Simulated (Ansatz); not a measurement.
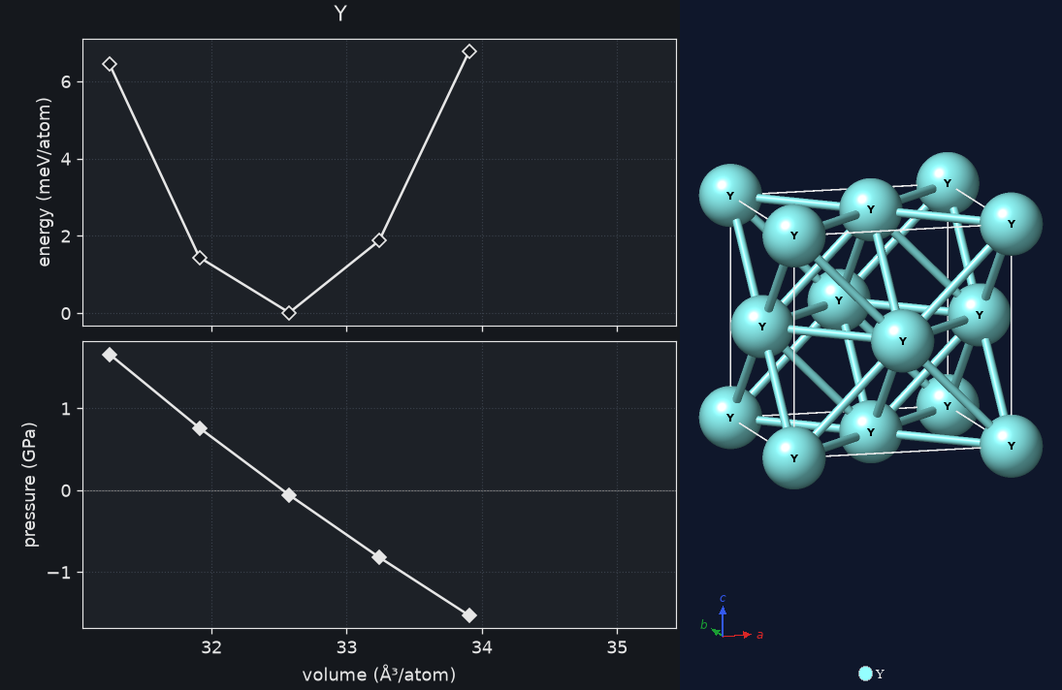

The plot gives the computed energy and pressure against volume for Y, space group Fm-3m (No. 225). The conventional cell is drawn beside the plot.

Starting cell:
```
Y
1.0
     0.00000    2.55199    2.55199
     2.55199    0.00000    2.55199
     2.55199    2.55199    0.00000
Y
1
Direct
  0.00000 0.00000 0.00000
```

How it was computed, with Ansatz 0.2.0: plane-wave DFT, no spin polarisation; energies at scaled volumes of the given cell, shape and fractions fixed, counted from the fit's minimum, third-order Birch-Murnaghan fit. Level: PBE.

k mesh 9×9×9; occupations Fermi–Dirac; smearing width 0.05 eV; potentials Ansatz PAW; wave cutoff 420 eV; density cutoff 1680 eV.

The points at volume 34.57 Å³/atom and 35.23 Å³/atom are left out of the plot. What values does the calculation give there?

```
volume (Å³/atom)  energy (meV/atom)  pressure (GPa)
           34.57              14.46           -2.17
           35.23              24.72           -2.77
```
